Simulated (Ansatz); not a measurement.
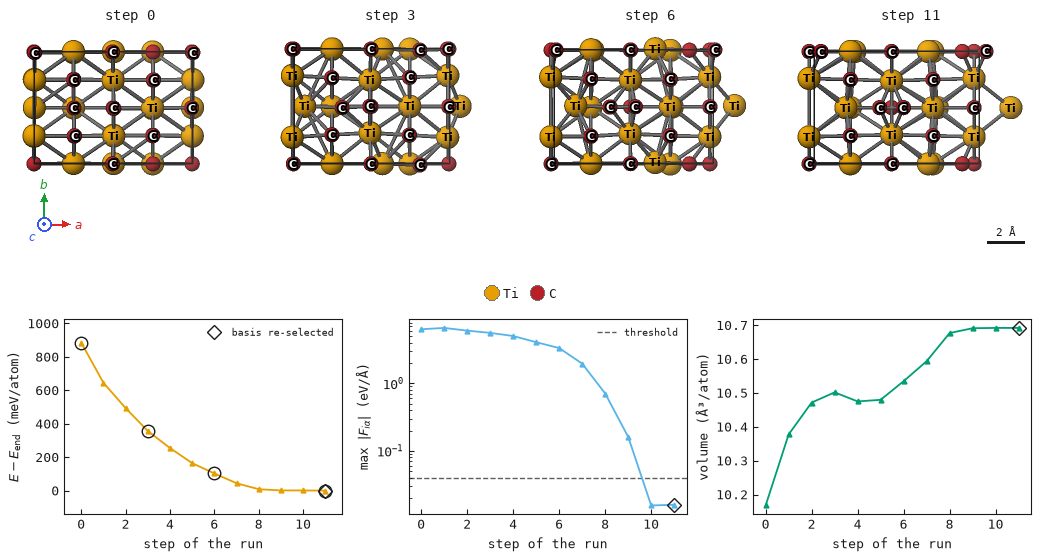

Frames of a relaxation of a crystal of TiC (a generated structure, set up in P1) (coarse preliminary run), marked on the history of the run. A ball-and-stick model of the larger cell on standard axes (2 times the calculation's cell) (origin shifted), seen along the c axis.

Case: C and Ti exchanged on 1 pairs of sites drawn at random in a supercell of the crystal.

The calculation used Ansatz, DFT PBE, scalar-relativistic, plane waves, PAW.

The input:
```yaml
crystal:
  lattice:
    - [0.0, 4.3328214717, 4.3328214717]
    - [4.3328214717, 0.0, 4.3328214717]
    - [4.3328214717, 4.3328214717, 0.0]
  atoms:
    - { symbol: Ti, position: [0.5006313937, 0.996106295, 0.0003181199] }
    - { symbol: Ti, position: [0.4972482104, 0.9952708312, 0.5014633005] }
    - { symbol: Ti, position: [0.5010476098, 0.4974198048, 0.9994119875] }
    - { symbol: C, position: [0.498160198, 0.4976575455, 0.5026526011] }
    - { symbol: Ti, position: [0.9959513895, 0.0002784902, 0.9949045656] }
    - { symbol: Ti, position: [0.0040604346, 0.00223873, 0.4976914245] }
    - { symbol: Ti, position: [0.9955564861, 0.5074904255, 0.9975074776] }
    - { symbol: Ti, position: [0.0045785725, 0.5037906808, 0.4912704648] }
    - { symbol: C, position: [0.251048076, 0.2448343238, 0.2512446002] }
    - { symbol: C, position: [0.244567652, 0.2492587382, 0.7548149527] }
    - { symbol: C, position: [0.24474141, 0.7538993601, 0.254645038] }
    - { symbol: C, position: [0.2414854636, 0.7471196787, 0.7567180259] }
    - { symbol: Ti, position: [0.7507658879, 0.2494909509, 0.251128652] }
    - { symbol: C, position: [0.7552325316, 0.2400777925, 0.7586779612] }
    - { symbol: C, position: [0.7508146456, 0.7529328206, 0.2436923382] }
    - { symbol: C, position: [0.7547170443, 0.745572711, 0.7435539614] }
  symmetry: { detect: false }
basis:
  ecutwfc: 420
kpoints:
  mp_grid: { grid: [3, 3, 3], shift: [0.0, 0.0, 0.0] }
hamiltonian:
  xc: pbe
scf:
  occupations: { method: gaussian, width: 0.1 }
  lower_state_search: "off"
output:
  forces: true
  stress: true
  eigenvalues: true
relax:
  adjacent_minimum: "off"
  f_tol: 0.04
  max_steps: 50
  cell: { stress_tol: 0.3 }
```

Run as
```bash
ansatz run input.yaml --threads 4 --pin off --max-ram 9216MiB --backend cpu --events-out ev --progress --plain --runs-dir out
```

Describe the path.

The energy falls by 885 meV per atom in 10 accepted moves (11 points after the start). Largest force component: 6.4 eV/Å at the start, 0.016 eV/Å at the end. The pressure goes from 11.63 to 0.17 GPa. At 1 point the geometry stayed and the basis and grid were re-selected for the new cell (energy shift of 1.2 meV per atom at most each time). Ti13 moves most relative to the cell: 1.73 Å along [1 0 1]. By element the largest moves are Ti 1.73 Å, C 1.32 Å. The drawn cell changes as follows: a 10.613 → 10.935 Å (+3.0 %), b 6.128 → 6.152 Å (+0.4 %), c 6.128 → 6.151 Å (+0.4 %), β 125.3° → 124.2°; the volume changes by +5.2 %. Near-neighbour distances that change, for instance: Ti5–Ti13 2.191 → 4.032 Å, C11–Ti13 3.096 → 2.188 Å, C10–Ti13 3.094 → 2.188 Å, C4–C12 2.182 → 1.297 Å. New bonds form, among them: C10–Ti13 (3.09 → 2.19 Å), C11–Ti13 (3.10 → 2.19 Å), C4–C12 (2.18 → 1.30 Å), C4–Ti6 (3.06 → 2.19 Å). Bonds break, among them: Ti5–Ti13 (2.19 → 4.03 Å). Among the angles between lasting bonds that change: Ti2–Ti13–Ti7 178.6° → 96.5°, Ti2–Ti13–C4 89.9° → 131.8°, Ti2–C12–Ti7 179.1° → 145.5°. The space group (tolerance 0.01 Å) goes from P1 (No. 1) to I4/mmm (No. 139). The run took 2.4 min on 4 threads of Intel(R) Xeon(R) Processor @ 2.50GHz (Skylake/Cascade Lake), on a shared host, peak memory 0.73 GiB. From step 0 to 3: Ti13 moves most (0.57 Å), volume +3.3 %, energy −528 meV per atom. From step 3 to 6: Ti13 moves most (0.60 Å), volume +0.3 %, energy −254 meV per atom. From step 6 to 11: Ti13 moves most (0.51 Å), volume +1.5 %, energy −103 meV per atom.
